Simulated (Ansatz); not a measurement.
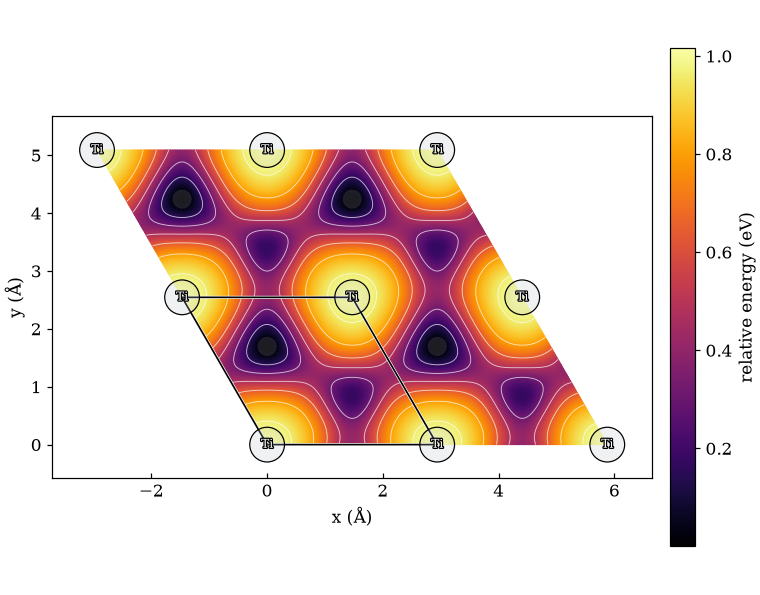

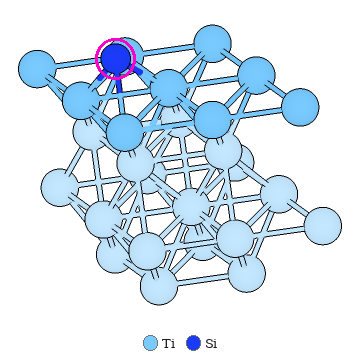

Energy landscape of Si on a Ti(001) slab cut from the P6_3/mmc phase, its upper half relaxed before the scan (16 atoms of substrate and one adsorbate in a 2 × 2 cell). Si is moved over the surface cell; relaxed at each place: the height of the adsorbate's atoms; substrate rigid; the origin of the map has the adsorbate above Ti13. Places are given modulo a cell vector. The map is drawn in real space over the plane of the surface. The scan uses a 6 × 6 grid; 10 points were computed and 26 follow by symmetry. Places are given in fractions of the 1 × 1 surface cell. Energies are in eV, from the lowest grid point. These are results of DFT PBE, scalar-relativistic, plane waves, PAW in Ansatz 0.2.0, not measurements. Settings: cutoff 420 eV, k-mesh 6×6×1, gaussian smearing 0.1 eV, no spin polarisation.

In the figure: a smooth colour map with a few white contour lines, labelled circles for the atoms of the top layer and small ones for the second layer, the outline of one cell of the 2 × 2 shown. Between grid points the surface is interpolated. The second picture is the structure at the lowest point; rings mark the moved atoms.

Q: Summarise what can be read from the map.

A: The lowest grid point is at a threefold hollow over a second-layer Ti atom, (2/6, 4/6) of the cell vectors. There is a further well near a threefold hollow, (4/6, 2/6) of the cell vectors (0.17 eV above the lowest at that grid point). The highest grid point, the top site over a surface Ti atom, (0/6, 0/6) of the cell vectors, lies 1.02 eV above the lowest. On the interpolated surface the easiest way out of the lowest well to the well at a threefold hollow, (4/6, 2/6) of the cell vectors passes a barrier of about 0.41 eV. At the lowest point the adsorbate has 3 Ti at 2.53 Å as nearest neighbours, at the highest 1 Ti at 2.33 Å. Its relaxed height above the top atom is 1.87 Å at the lowest and 2.33 Å at the highest point.

The input of one point:

```yaml
crystal:
  lattice:
    - [5.8763264169, 0.0, 0.0]
    - [-2.9381632085, 5.089047958, 0.0]
    - [0.0, 0.0, 22.4042080656]
  atoms:
    - { symbol: Ti, position: [0.3333333333, 0.1666666667, 0.1785378884] }
    - { symbol: Ti, position: [0.3333333333, 0.6666666667, 0.1785378884] }
    - { symbol: Ti, position: [0.8333333333, 0.1666666667, 0.1785378884] }
    - { symbol: Ti, position: [0.8333333333, 0.6666666667, 0.1785378884] }
    - { symbol: Ti, position: [0.1666666667, 0.3333333333, 0.2823234229] }
    - { symbol: Ti, position: [0.1666666667, 0.8333333333, 0.2823234229] }
    - { symbol: Ti, position: [0.6666666667, 0.3333333333, 0.2823234229] }
    - { symbol: Ti, position: [0.6666666667, 0.8333333333, 0.2823234229] }
    - { symbol: Ti, position: [0.3333333333, 0.1666666667, 0.3901740009] }
    - { symbol: Ti, position: [0.3333333333, 0.6666666667, 0.3901740009] }
    - { symbol: Ti, position: [0.8333333333, 0.1666666667, 0.3901740009] }
    - { symbol: Ti, position: [0.8333333333, 0.6666666667, 0.3901740009] }
    - { symbol: Ti, position: [0.1666666667, 0.3333333333, 0.4867035708] }
    - { symbol: Ti, position: [0.1666666667, 0.8333333333, 0.4867035708] }
    - { symbol: Ti, position: [0.6666666667, 0.3333333333, 0.4867035708] }
    - { symbol: Ti, position: [0.6666666667, 0.8333333333, 0.4867035708] }
    - { symbol: Si, position: [0.3333333333, 0.6666666667, 0.5624446189] }
basis:
  ecutwfc: 420
kpoints:
  mp_grid: { grid: [6, 6, 1] }
hamiltonian:
  xc: pbe
  pseudopotentials: { kind: paw, azcp: { folder: soft_1 } }
scf:
  occupations: { method: gaussian, width: 0.1 }
output:
  forces: true
  eigenvalues: true
relax:
  adjacent_minimum: "off"
  f_tol: 0.025
  max_steps: 16
  constraints:
    - { sites: [0, 1, 2, 3, 4, 5, 6, 7, 8, 9, 10, 11, 12, 13, 14, 15] }
    - { sites: [16], fix: xy }
efield:
  axis: 3
  dipole_correction: true
  ramp_width: 0.04
```

Each point was launched as `ansatz run input.yaml --threads 4 --pin off --max-ram 12288MiB --backend cpu --events-out ev --progress --plain --runs-dir out`. Time for the 10 points that were run: 15 min on 4 threads of Arm Neoverse V2, with other jobs on the host.
